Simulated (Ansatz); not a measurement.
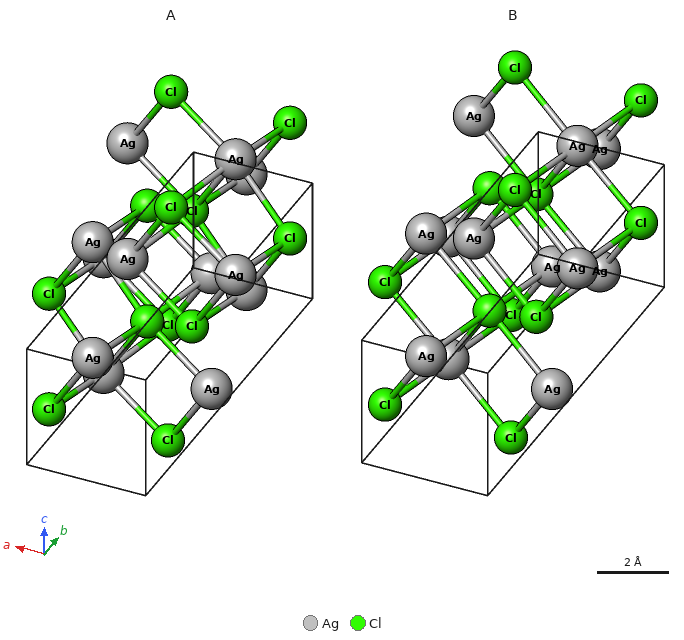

Two geometries of a crystal of AgCl (built on the database structure type) at its r2SCAN-relaxed geometry: one is the relaxed structure, the other was perturbed away from it. Style: ball-and-stick. Shown: the conventional cell (2 times the calculation's cell), repeated 1 × 1 × 2 with one cell outlined, from a free direction. Lengths and directions refer to the drawn axes.

Computed with DFT, r2SCAN, plane waves, PAW (Ansatz). Set-up: plane-wave cutoff 500 eV; k-point mesh 8 × 8 × 6; occupations fixed; no spin polarisation.

Which is the distorted one, and what does the distortion cost?

Answer. Structure B is the perturbed one. All lengths are scaled by +5.9 % (volume +18.8 %). The atoms were relaxed with r2SCAN under that strain, and this is a single point on that geometry. Among the bonded contacts that change: Ag–Cl 2.908 → 2.737 Å, Ag–Cl 2.732 → 2.873 Å. The space group stays Cmcm (No. 63). It costs 70.9 meV per atom. The pressure goes from 0.0 to −4.3 GPa. The principal stresses (compression positive) are −2.1 GPa along b and −5.4 GPa across it. The forces stay under 0.01 eV/Å.
